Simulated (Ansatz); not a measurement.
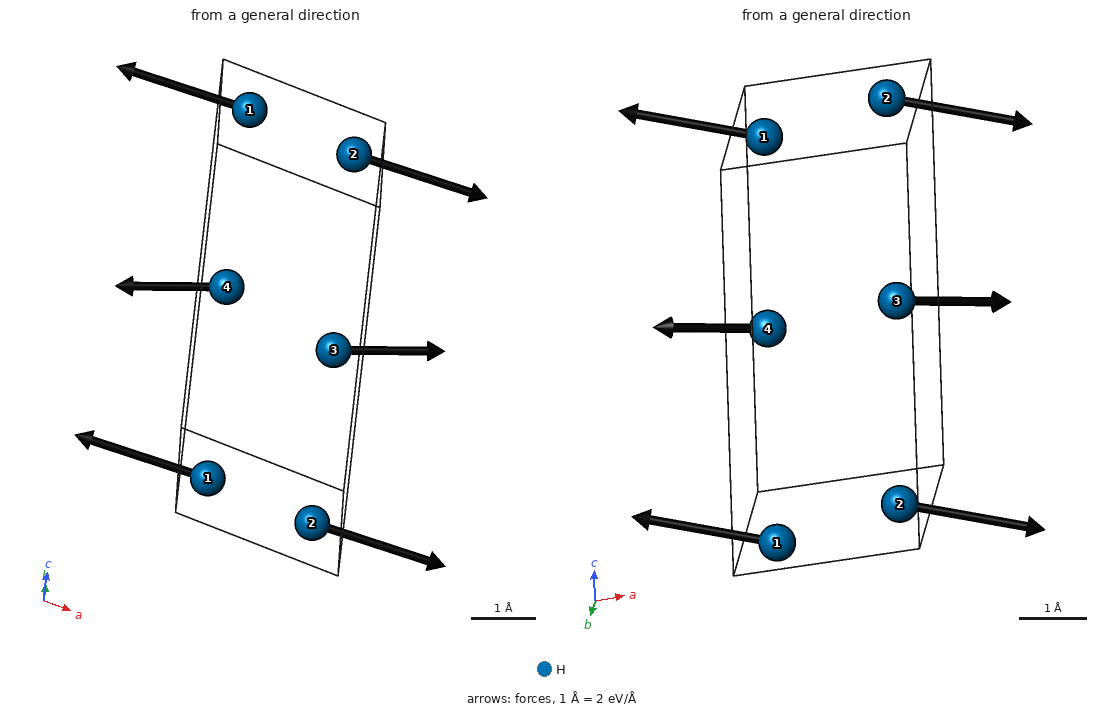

Crystal structure, spheres-only style, seen from two general directions. Atoms at the boundary of the cell (the run's own, in a reduced setting) (the box) are drawn once for each face, edge or corner they touch. The arrows are the computed forces on the atoms.

System: H. The calculation used DFT PBE, scalar-relativistic, plane waves, PAW (Ansatz), with a kinetic-energy cutoff of 420 eV, k-points about 0.30 Å⁻¹ apart, Gaussian smearing of 0.02 eV, no spin polarisation.

### Could this be the end point of a relaxation?

No. The atoms still feel forces of up to about 3.9 eV/Å, far above a usual threshold of 0.01 to 0.03 eV/Å.

### Which atom carries the strongest force?

H1 and H2, about 3.9 eV/Å.

The model was built from a structure listed in the Materials Project. The cell was then strained or its atoms displaced on purpose. It was the input of a calculation with Ansatz.
